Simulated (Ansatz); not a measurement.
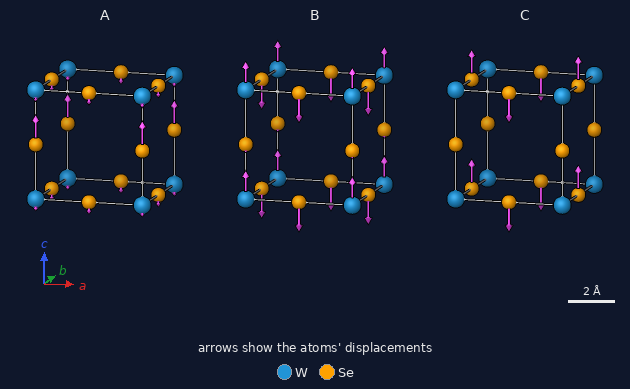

Three optical modes of a crystal of WSe$_{3}$ (a generated structure) at the zone centre, in no order (one member of each degenerate set). Displacements are drawn as pink arrows; their common scale and sign are arbitrary. Style: ball-and-stick. Shown: the cell of the calculation, slightly off an axis.

Level of theory: DFT PBE, scalar-relativistic, plane waves, PAW in Ansatz 0.2.0. Set-up: plane-wave cutoff 420 eV; k-point mesh 8 × 8 × 8; occupations fermi dirac; smearing width 0.15 eV; no spin polarisation.

The frequencies depend somewhat on the k-mesh and the smearing.

> Order them from the lowest to the highest frequency (imaginary ones first).

B (58i cm⁻¹), C (39 cm⁻¹), A (223 cm⁻¹). B, T₁u: All motion is along c; the kinetic energy is shared as Se 51 %, W 49 %. C, T₂u: The W atoms stay at rest; all motion is along c; atoms of one kind move against one another, with no net shift of their sublattice; the Se–W bond lengths don't change to first order, so for these it is a bending, tilting or sliding motion. A, T₁u: All motion is along c; of the bonds it mainly stretches Se–W, some lengthening while others shorten; the kinetic energy is shared as Se 92 %, W 8 %. The crystal is metallic in this run.
